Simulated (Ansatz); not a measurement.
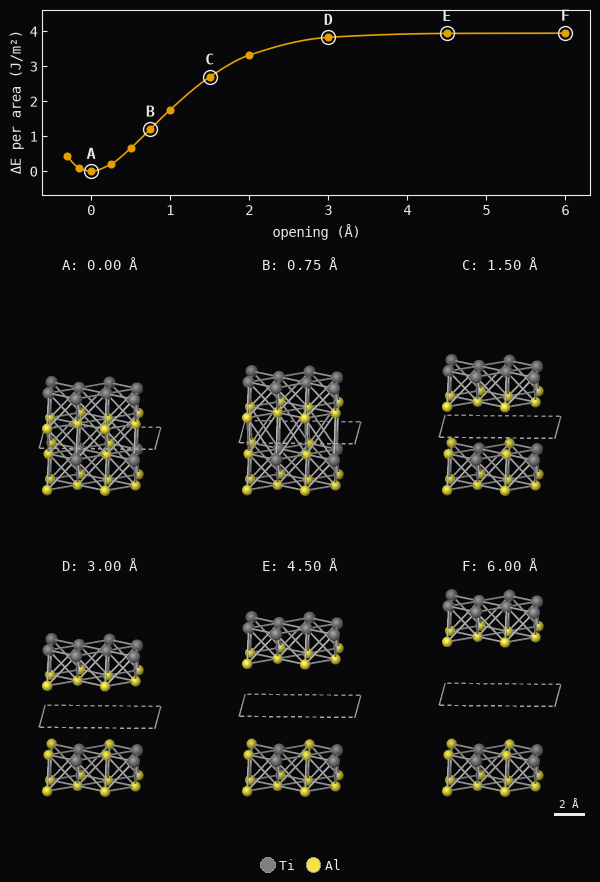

A scan of a crystal of Ti₃Al₅ (P4/mmm): the crystal is pulled apart rigidly along the normal of the (0 0 1) plane of the conventional cell, at a cut between a plane of Al/Ti below and one of Al above, 2.09 Å apart. One cut stands in each cell, which starts 16.6 Å high; nothing is relaxed, and the dashed outline marks the cut. The lettered frames are marked on the plot. A ball-and-stick model of the layers on both sides of the cut, seen from the side, nearly along the cut plane.

Computed with DFT PBEsol, scalar-relativistic, plane waves, PAW in Ansatz 0.2.0. Set-up: plane-wave cutoff 420 eV; k-point mesh 10 × 10 × 3; occupations gaussian; smearing width 0.15 eV; no spin polarisation. Energies (free energies at the smearing named) are counted from the relaxed crystal.

> Read off the main features of the energy profile.

At the widest opening, 6.00 Å, the energy has risen by 3.946 J/m², where the curve has levelled off: this is the ideal work of separation, the sum of the two unrelaxed surface energies of a slab 16.6 Å thick. The steepest rise lies between 0.75 Å and 1.00 Å, with a mean traction of about 22 GPa. Pressing the cut together by 0.30 Å costs 0.435 J/m².

The computed points:

```tsv
opening (Å)	ΔE per area (J/m²)
−0.30	0.435
−0.15	0.096
0.00	0.000
0.25	0.203
0.50	0.658
0.75	1.207
1.00	1.759
1.50	2.695
2.00	3.320
3.00	3.828
4.50	3.940
6.00	3.946
```
